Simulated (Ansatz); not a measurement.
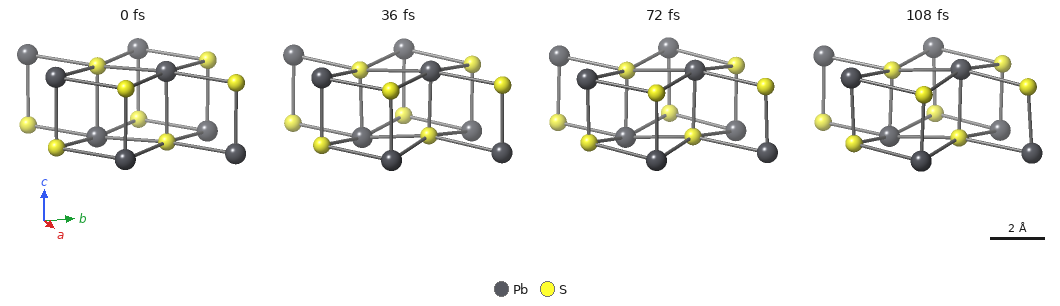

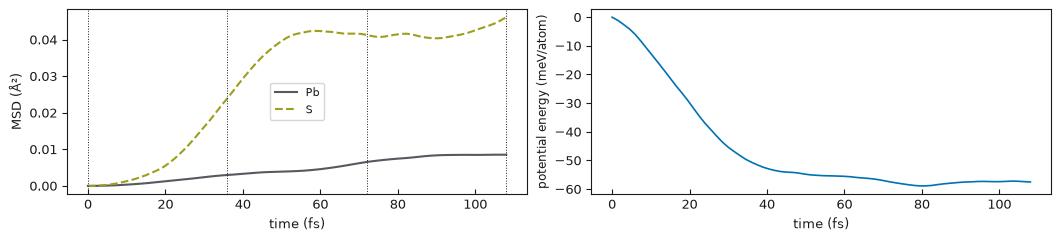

A Born-Oppenheimer molecular dynamics run of a 16-atom cell of PbS (set up in Aem2), 108 fs long. Frames and the history of the run. The picture is a ball-and-stick view of the simulation cell, with the vacuum cut short, seen slightly off an axis. Bonds to atoms that aren't drawn are left out.

Method: DFT PBEsol, scalar-relativistic, plane waves, PAW in Ansatz. Settings: plane-wave cutoff 420 eV; k-point mesh 1 × 1 × 1; Fermi-Dirac smearing 0.02 eV; Langevin thermostat (NVT); set temperature 200 K; time step 1.5 fs; friction 0.05 per fs.

Q: What do the frames and curves show?

A: The mean temperature in the second half is 186 K (standard deviation 29 K). The potential energy in the second half lies on average 57.2 meV per atom below the first frame. That a heated cell lies below the ordered start is most likely an artefact of the coarse k-point mesh. In the second half of the run the atoms are, in the root-mean-square, this far from where they began (common drift taken out): S 0.20 Å, Pb 0.08 Å. The run lasts only 108 fs, too short to tell vibration from diffusion.

The run took roughly 7 core-minutes on a shared host.
